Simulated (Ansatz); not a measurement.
# Calculations on HC$_{16}$

Part 1: Relaxation

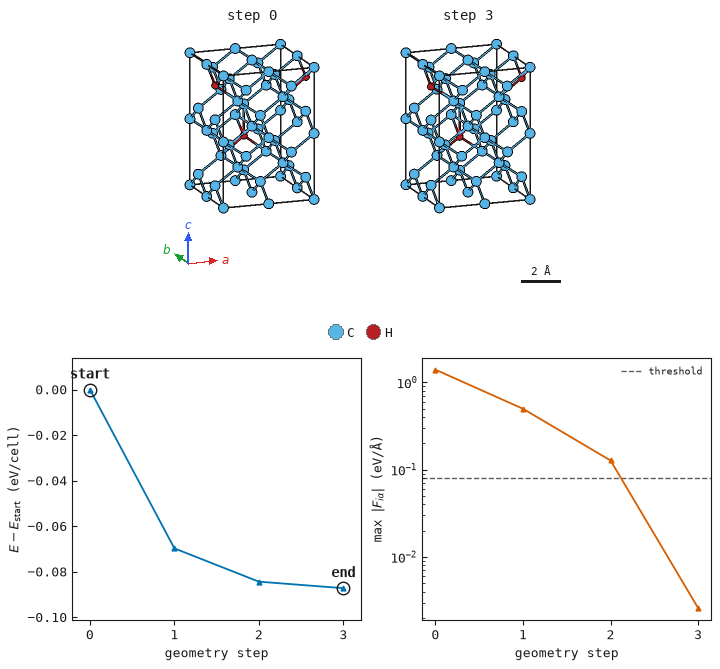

First and last geometry of a relaxation of a defect cell of composition HC$_{16}$, with the history of the run. A ball-and-stick model of the conventional cell (2 times the calculation's cell), seen slightly off an axis. Lengths and directions refer to the drawn axes.

It is an interstitial H in diamond C. The run prepares the start of a later molecular dynamics calculation, from a guessed geometry.

The calculation used DFT PBE, scalar-relativistic, plane waves, PAW (Ansatz 0.2.0).

Input file:
```yaml
crystal:
  lattice:
    - [0.0, 3.57, 3.57]
    - [3.57, 0.0, 3.57]
    - [3.57, 3.57, 0.0]
  atoms:
    - { symbol: C, position: [0.0, 0.0, 0.0] }
    - { symbol: C, position: [0.125, 0.125, 0.125] }
    - { symbol: C, position: [0.0, 0.0, 0.5] }
    - { symbol: C, position: [0.125, 0.125, 0.625] }
    - { symbol: C, position: [0.0, 0.5, 0.0] }
    - { symbol: C, position: [0.125, 0.625, 0.125] }
    - { symbol: C, position: [0.0, 0.5, 0.5] }
    - { symbol: C, position: [0.125, 0.625, 0.625] }
    - { symbol: C, position: [0.5, 0.0, 0.0] }
    - { symbol: C, position: [0.625, 0.125, 0.125] }
    - { symbol: C, position: [0.5, 0.0, 0.5] }
    - { symbol: C, position: [0.625, 0.125, 0.625] }
    - { symbol: C, position: [0.5, 0.5, 0.0] }
    - { symbol: C, position: [0.625, 0.625, 0.125] }
    - { symbol: C, position: [0.5, 0.5, 0.5] }
    - { symbol: C, position: [0.625, 0.625, 0.625] }
    - { symbol: H, position: [0.8832451, 0.8666816, 0.8861287], spin: 1.0 }
magnetization:
  spin_polarized: true
basis:
  ecutwfc: 420.0
kpoints:
  mp_grid: { grid: [3, 3, 3] }
hamiltonian:
  xc: pbe
scf:
  occupations: { method: fermi_dirac, width: 0.05 }
  lower_state_search: "off"
relax:
  f_tol: 0.08
  max_steps: 25
  adjacent_minimum: "off"
```

Run as
```bash
ansatz run input.yaml --threads 1 --pin off --max-ram 3072MiB --backend cpu --events-out ev --progress --plain --runs-dir out
```

> What do the curves and the structures tell?

It converged. The atom that moves furthest is H17 (0.065 Å roughly along −c). By element the largest moves are H 0.065 Å, C 0.026 Å. The cell stays as it was. Some distances before and after: C6–H17 1.716 → 1.806 Å, C3–H17 1.593 → 1.546 Å, C1–H17 1.501 → 1.544 Å, C9–H17 1.581 → 1.546 Å. After 3 geometry steps the energy has fallen by 87.2 meV per cell of the calculation. Largest force component: 1.4 eV/Å at the start, 0.0026 eV/Å at the end. The program noted that the starting moments weren't kept. Cost: 37 s on 1 thread of Intel(R) Xeon(R) 6975P-C (Granite Rapids), with other jobs on the host, peak memory 0.44 GiB.

| step | E − E(0), meV/atom | largest force component, eV/Å |
| --- | --- | --- |
| 0 | 0.00 | 1.4019 |
| 1 | -4.10 | 0.4996 |
| 2 | -4.96 | 0.1276 |
| 3 | -5.13 | 0.0026 |

Limits of the set-up: the k-point mesh is coarse for a cell with partly filled bands; the periodic images lie only 5.0 Å apart, so the values are limited by the cell's size.

Part 2: Dynamics

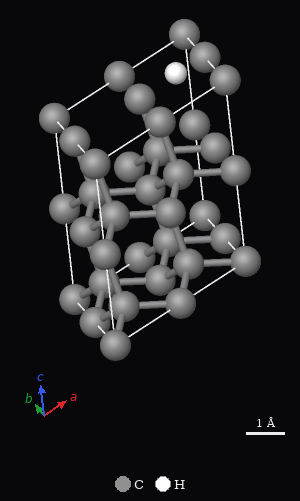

Starting frame of a dynamics run of C with an interstitial H (17 atoms in the cell). The picture is a ball-and-stick view of the reduced simulation cell, seen slightly off an axis. Bonds to atoms that aren't drawn are left out. Lengths and directions refer to the drawn axes.

These are results of DFT PBE, scalar-relativistic, plane waves, PAW in Ansatz, not measurements.

Input
```yaml
crystal:
  lattice:
    - [0.0, 3.57, 3.57]
    - [3.57, 0.0, 3.57]
    - [3.57, 3.57, 0.0]
  atoms:
    - { symbol: C, position: [0.00040905, -0.00055286, 0.00058198] }
    - { symbol: C, position: [0.12547912, 0.12451291, 0.12565117] }
    - { symbol: C, position: [0.00042727, -0.00053657, 0.50079842] }
    - { symbol: C, position: [0.12850381, 0.12753402, 0.62262274] }
    - { symbol: C, position: [0.0004167, 0.49969103, 0.00058969] }
    - { symbol: C, position: [0.12850862, 0.62148108, 0.12867922] }
    - { symbol: C, position: [0.00170532, 0.49910594, 0.50024189] }
    - { symbol: C, position: [0.12849852, 0.6214984, 0.62263193] }
    - { symbol: C, position: [0.50061997, -0.00053476, 0.00060199] }
    - { symbol: C, position: [0.6224525, 0.12753223, 0.12867275] }
    - { symbol: C, position: [0.50007307, 0.00073825, 0.5002417] }
    - { symbol: C, position: [0.62246976, 0.12752226, 0.62264324] }
    - { symbol: C, position: [0.50007325, 0.49910578, 0.00187432] }
    - { symbol: C, position: [0.62246167, 0.62150152, 0.12866746] }
    - { symbol: C, position: [0.50007291, 0.49910575, 0.50024156] }
    - { symbol: C, position: [0.62547745, 0.62451555, 0.62564706] }
    - { symbol: H, position: [0.87559612, 0.87446109, 0.87574159] }
magnetization:
  spin_polarized: true
basis:
  ecutwfc: 420.0
kpoints:
  mp_grid: { grid: [3, 3, 3] }
hamiltonian:
  xc: pbe
scf:
  occupations: { method: fermi_dirac, width: 0.05 }
  lower_state_search: "off"
md:
  timestep: 0.5
  n_steps: 220
  ensemble: nvt_langevin
  temperature: 1200.0
  initial_velocities: maxwell_boltzmann
  seed: 633758
  friction: 0.05
```

Run as
```bash
ansatz run input.yaml --threads 1 --pin off --max-ram 3072MiB --backend cpu --events-out ev --progress --plain --runs-dir out
```

**Predict how the run goes.**

Over the second half the temperature averages 1093 K (spread ±183 K). The potential energy in the second half lies on average 137 meV per atom above the first frame. In the second half of the run the atoms are, in the root-mean-square, this far from where they began (common drift taken out): H 0.33 Å, C 0.10 Å. The run lasts only 110 fs, too short to tell vibration from diffusion. Bond changes: 4 C–H bonds form between 52 fs and 100 fs; 3 C–H bonds break between 60 fs and 82 fs.

Along the run (each row but the first and the last is the mean over the interval that it begins):

| time (fs) | potential energy (meV/atom) | T (K) |
| --- | --- | --- |
| 0.0 | 0.0 | 1129 |
| 18.0 | 165.9 | 1110 |
| 36.0 | 153.8 | 1238 |
| 54.0 | 156.1 | 1096 |
| 72.0 | 137.1 | 1155 |
| 90.0 | 127.1 | 1001 |
| 108.0 | 93.3 | 1271 |

The paths of the atoms, magnified 2 times:

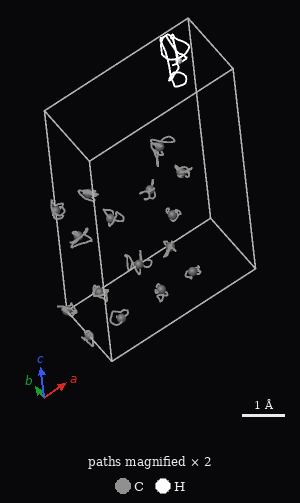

Limits of the set-up: the k-point mesh is coarse for a cell with partly filled bands; the periodic images lie only 5.0 Å apart, so the values are limited by the cell's size.

Cost: 8.7 min on 1 thread of Intel(R) Xeon(R) 6975P-C (Granite Rapids) (shared host), peak memory 0.45 GiB.

Part 3: Dynamics

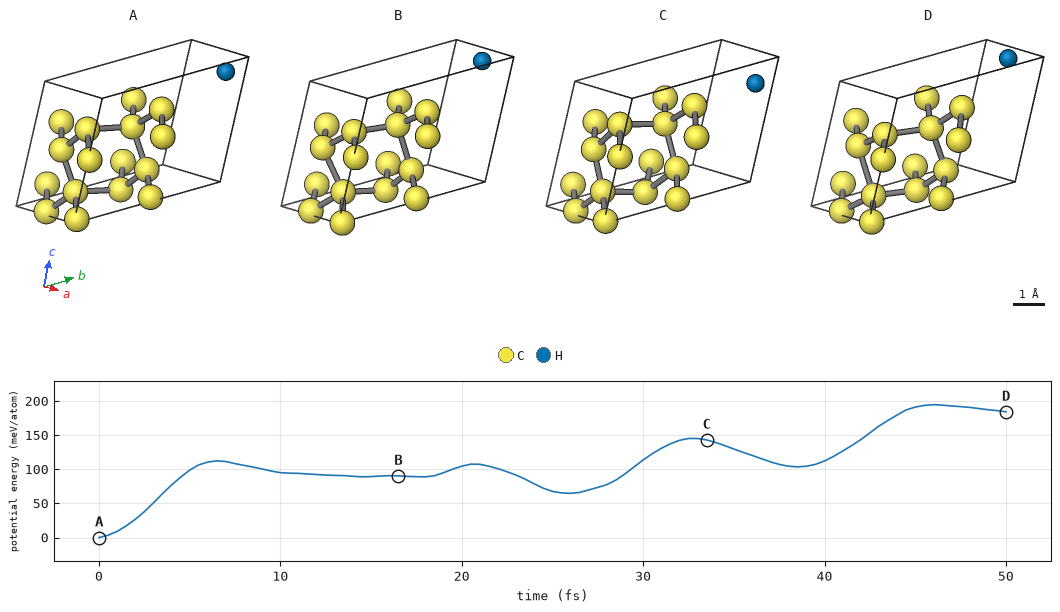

A Born-Oppenheimer molecular dynamics run of C with an interstitial H (17 atoms in the cell), 50 fs long. It starts from the last geometry of an earlier run, with fresh velocities. Frames (A at 0 fs, B at 16.5 fs, C at 34 fs, D at 50 fs) and the history of the run. The picture is a ball-and-stick view of the reduced simulation cell, seen slightly off an axis. Bonds to atoms that aren't drawn are left out. Lengths and directions refer to the drawn axes.

Method: Ansatz 0.2.0, DFT PBE, scalar-relativistic, plane waves, PAW. Settings: plane-wave cutoff 420 eV; k-point mesh 3 × 3 × 3; Fermi-Dirac smearing 0.05 eV; spin collinear; Langevin thermostat (NVT); set temperature 1680 K; time step 0.5 fs; friction 0.05 per fs.

**Describe the run.**

In the second half of the run the atoms are, in the root-mean-square, this far from where they began (common drift taken out): H 0.43 Å, C 0.15 Å. The run lasts only 50 fs, too short to tell vibration from diffusion. Bond changes: 3 C–H bonds break between 22 fs and 42 fs; 3 C–H bonds form between 22 fs and 48 fs. Over the second half the temperature averages 1549 K (spread ±173 K). The potential energy is still drifting at the end, so the run hasn't reached equilibrium. The potential energy in the second half lies on average 134 meV per atom above the first frame.

Limits of the set-up: the k-point mesh is coarse for a cell with partly filled bands; the periodic images lie only 5.0 Å apart, so the values are limited by the cell's size.

The run took 13 min on 1 thread of Intel(R) Xeon(R) 6975P-C (Granite Rapids) (shared host), peak memory 0.46 GiB.
